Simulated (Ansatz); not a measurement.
ZrSi$_{2}$

Input file:

```
crystal:
  lattice:
    - [-3.6742585517, 0.0, 0.0]
    - [0.0, 0.0, -3.6567655751]
    - [0.0, -14.815890029, 0.0]
  atoms:
    - { symbol: Zr, position: [0.0, 0.25, 0.7059166816] }
    - { symbol: Zr, position: [0.5, 0.25, 0.2143535692] }
    - { symbol: Zr, position: [0.0, 0.75, 0.9118175211] }
    - { symbol: Zr, position: [0.5, 0.75, 0.4202544088] }
    - { symbol: Si, position: [0.0, 0.25, 0.3703520087] }
    - { symbol: Si, position: [0.5, 0.25, 0.8619151211] }
    - { symbol: Si, position: [0.0, 0.75, 0.2642559693] }
    - { symbol: Si, position: [0.5, 0.75, 0.7558190816] }
    - { symbol: Si, position: [0.0, 0.25, 0.0717503116] }
    - { symbol: Si, position: [0.5, 0.25, 0.5633134239] }
    - { symbol: Si, position: [0.0, 0.75, 0.5628576664] }
    - { symbol: Si, position: [0.5, 0.75, 0.0712945541] }
basis:
  ecutwfc: 420
kpoints:
  mp_grid: { grid: [13, 13, 4] }
hamiltonian:
  xc: pbesol
scf:
  occupations: { method: gaussian, width: 0.15 }
output:
  forces: true
  stress: true
  eigenvalues: true
  write_density: true
  write_potential: true
  elf: true
  volumetric_format: npy
```

Launched as:

```sh
ansatz run input.yaml --threads 2 --pin off --max-ram 5120MiB --backend cpu --events-out ev --progress --plain --runs-dir out
```

Below, planes, directions and counts refer to the conventional cell (a = 3.66 Å, b = 3.67 Å, c = 14.82 Å, α = 90.00°, β = 90.00°, γ = 90.00°).

Space group Pmm2; not relaxed (largest force 1.5 eV/Å).

Computed with Ansatz, DFT PBEsol, scalar-relativistic, plane waves, PAW.

> Predict the valence pseudo-density and electron localisation function between the atoms.

Si–Si (2.41 Å): ρ is about 0.44 e/Å³ halfway; the ELF peaks at about 0.75 between the atoms.
Zr–Si (2.80 Å): ρ is about 0.28 e/Å³ halfway; the ELF peaks at about 0.80 in the valence shell of Si, 0.9 Å from its nucleus, and is about 0.35 at the midpoint.

> Does the calculation make it a metal, or give it a gap?

It is metallic or semimetallic at this level of theory: no gap opens.

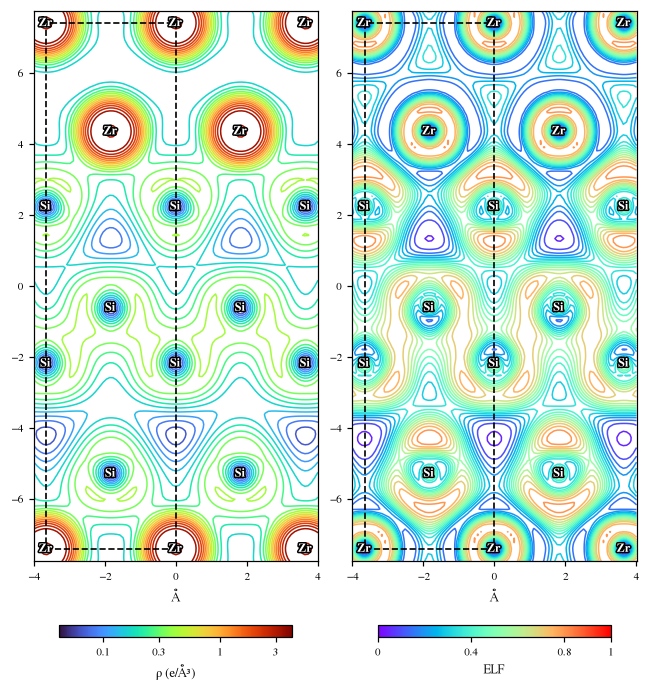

Computed valence pseudo-density and electron localisation function on the (010) plane of the conventional cell, in this order. 

The density is the valence pseudo-density of a PAW calculation; it isn't the true density close to the nuclei.
